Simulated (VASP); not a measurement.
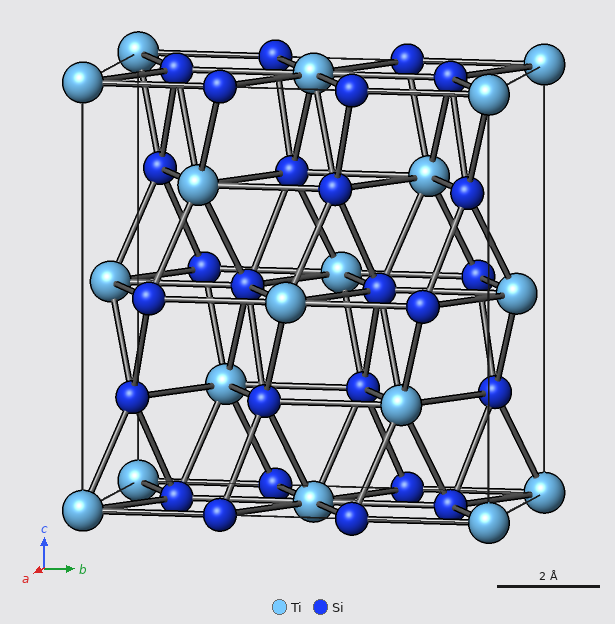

TiSi₂, space group Fddd (No. 70), a = 4.779 Å, b = 8.235 Å, c = 8.526 Å, α = 90.00°, β = 90.00°, γ = 90.00°. The crystal in a ball-and-stick representation, seen slightly off an axis. The frame is the conventional unit cell; atoms at its boundary are shown with their periodic copies. This one geometry was run with four functionals. The cell is a structure listed in the Materials Project.

Alike in all runs: VASP 6.6.1; cutoff 520 eV; k mesh 7 × 7 × 7 on the run's cell of 6 atoms; occupations fermi-dirac, width 0.05 eV; no spin polarisation; no spin-orbit coupling. LDA runs use LDA potentials, the others PBE ones. All runs are metallic.

```tsv
level	pressure (GPa)
PBEsol	-1.8
r2SCAN	0.1
LAK	?
LDA	-4.9
```

Question: What does LAK give?

Answer: Pressure 1.7 GPa. That is the highest pressure of all.

Question: Order the levels by the equilibrium volume that these pressures point to, smallest first.

Answer: LDA (-4.9 GPa), PBEsol (-1.8 GPa), r2SCAN (0.1 GPa), LAK (1.7 GPa). A higher pressure at one volume points to a larger equilibrium volume, as long as the bulk moduli are alike; rows a few tenths of a GPa apart can't be told apart.

Caveat: rows whose functional differs from that of their potentials carry a shift in pressure and volume, which can reorder them.
